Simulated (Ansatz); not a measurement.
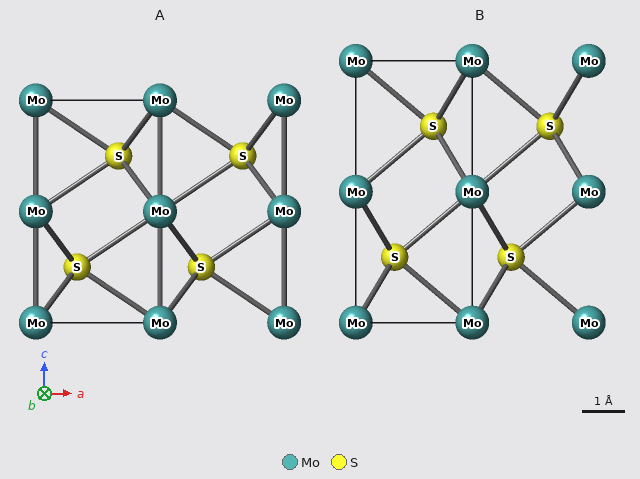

Two geometries of crystalline MoS (built on the nickel arsenide type) (coarse preliminary run), drawn at one scale. One is the start of a relaxation, the other its converged end. A ball-and-stick model of the cell of the calculation, repeated 2 × 1 × 1 with one cell outlined, seen along the b axis.

Theory: DFT PBEsol, scalar-relativistic, plane waves, PAW in Ansatz. Set-up: plane-wave cutoff 420 eV; k-point mesh 6 × 6 × 4; occupations gaussian; smearing width 0.1 eV; collinear spin; cell and atoms relaxed; force threshold 0.05 eV/Å; at most 80 steps.

Question: Which of the two is the end point?

Answer: Structure B is the relaxed one. No atom moves by more than 0.005 Å relative to the cell. Cell: a = b 3.440 → 3.227 Å (−6.2 %), c 5.332 → 6.279 Å (+17.8 %). Volume +3.6 %. Among the contacts that change: Mo–Mo 2.666 → 3.140 Å, Mo–S 2.392 → 2.436 Å. Among the angles between lasting bonds that change: Mo–S–Mo 67.7° → 80.2°, S–Mo–S 88.0° → 97.1°, S–Mo–S 92.0° → 82.9°. The space group stays P6_3/mmc (No. 194). After 6 accepted moves (8 points after the start) the energy has fallen by 294 meV per atom. All forces vanish by symmetry, so only the cell relaxes. Pressure: 21.98 GPa at the start and 0.09 GPa at the end. At 2 points the geometry stayed and the basis and grid were re-selected for the new cell (energy shift of 2.3 meV per atom at most each time). The program noted that the starting moments weren't kept.
